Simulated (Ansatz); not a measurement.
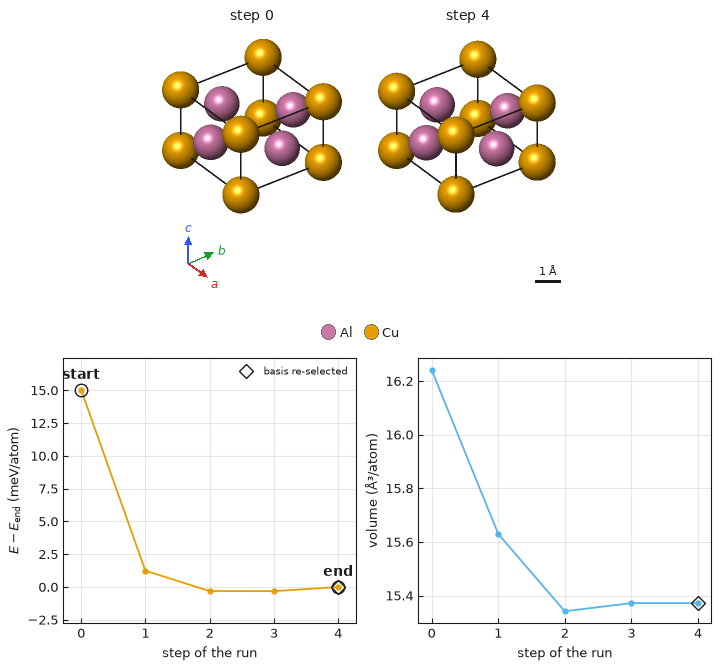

First and last geometry of a relaxation of solid Al2Cu (set up in P4/mmm), with the history of the run. Style: spheres-only. Shown: the cell of the calculation, from a free direction.

Theory: DFT LDA, scalar-relativistic, plane waves, PAW (Ansatz).

Input file:
```yaml
crystal:
  lattice:
    - [4.105182, 0.0, 0.0]
    - [0.0, 4.105182, 0.0]
    - [0.0, 0.0, 2.891313]
  atoms:
    - { symbol: Al, position: [0.5, 0.0, 0.5] }
    - { symbol: Al, position: [0.0, 0.5, 0.5] }
    - { symbol: Cu, position: [0.0, 0.0, 0.0] }
basis:
  ecutwfc: 420
kpoints:
  mp_grid: { grid: [10, 10, 14] }
hamiltonian:
  xc: lda
scf:
  occupations: { method: gaussian, width: 0.1 }
output:
  forces: true
  stress: true
  eigenvalues: true
relax:
  adjacent_minimum: "off"
  f_tol: 0.005
  max_steps: 80
  cell: { stress_tol: 0.05 }
```

Did the run converge, and what did it change?

It converged. Over 3 accepted moves (4 points after the start) the energy falls by 15.0 meV per atom. All forces vanish by symmetry, so only the cell relaxes. The pressure goes from −5.12 to −0.03 GPa. At 1 point the geometry stayed and the basis and grid were re-selected for the new cell (energy shift of 0.3 meV per atom at most each time). The atoms keep their places relative to the cell (all moves are under 0.005 Å). The volume changes by −5.4 %, with a = b 4.105 → 4.043 Å (−1.5 %), c 2.891 → 2.822 Å (−2.4 %). Some distances before and after: Cu3–Cu3 2.891 → 2.822 Å, Al1–Al1 2.891 → 2.822 Å, Al1–Cu3 2.511 → 2.465 Å, Al1–Al2 2.903 → 2.858 Å. The space group stays P4/mmm (No. 123). The run took about 50 core-seconds on a shared host.

```
step  E − E(0), meV/atom  pressure, GPa  volume, Å³/atom                      note
   0                0.00          -5.12           16.242                          
   1              -13.79          -1.70           15.630                          
   2              -15.34           0.21           15.342                          
   3              -15.34           0.00           15.372                          
   4              -15.03          -0.03           15.372  same geometry, new basis
```
